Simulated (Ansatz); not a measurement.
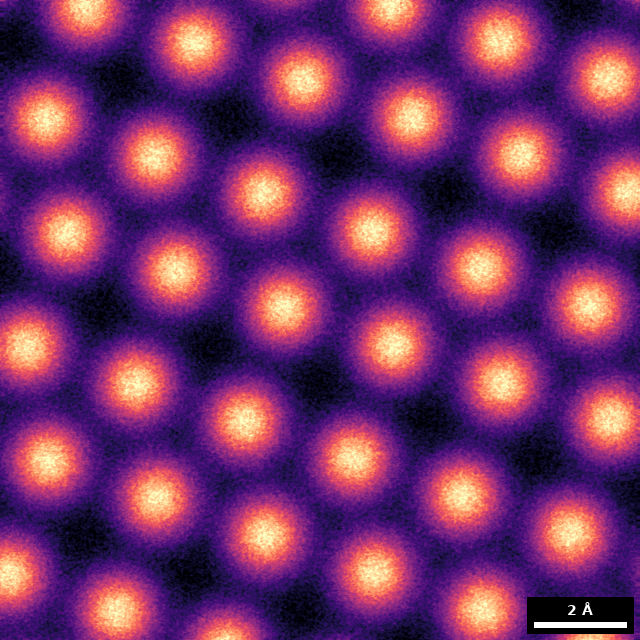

Dark-field STEM-like image of Ti (Fmmm, No. 69). Simulation: incoherent imaging, intensity Z^1.7 per atom, probe width 1.30 Å, thin sample. The probe carries 15 % of its weight in a tail 2.5 times as wide. The display is stretched by a gamma of 0.8; percentages refer to the linear signal. Shot noise and a slight drift were added. Model: the end point of a relaxation with Ansatz, DFT PBE, scalar-relativistic, plane waves, PAW; the starting structure was generated, so it need not be a known form of this composition.

```cif
data_structure
_symmetry_space_group_name_H-M 'P 1'
_symmetry_Int_Tables_number 1
_cell_length_a 2.9537
_cell_length_b 4.9093
_cell_length_c 9.6909
_cell_angle_alpha 90.000
_cell_angle_beta 90.000
_cell_angle_gamma 90.000
_cell_volume 140.52
loop_
_atom_site_label
_atom_site_type_symbol
_atom_site_fract_x
_atom_site_fract_y
_atom_site_fract_z
_atom_site_occupancy
Ti1 Ti 0.50000 0.00000 0.36459 1
Ti2 Ti 0.00000 0.00000 0.13541 1
Ti3 Ti 0.50000 0.50000 0.86459 1
Ti4 Ti 0.00000 0.50000 0.63541 1
Ti5 Ti 0.00000 0.00000 0.86459 1
Ti6 Ti 0.50000 0.00000 0.63541 1
Ti7 Ti 0.00000 0.50000 0.36459 1
Ti8 Ti 0.50000 0.50000 0.13541 1
```

Along which zone axis is the crystal seen: [110], [001], [210] or [120]? (Directions equivalent by symmetry count as one.)

[110]. The projected cells are 2.53 × 5.01 Å, 105° for [110]; 1.48 × 2.45 Å, 90° for [001]; 0.94 × 4.85 Å, 90° for [210]; 0.71 × 4.85 Å, 90° for [120], and the image repeats as the [110] one does.
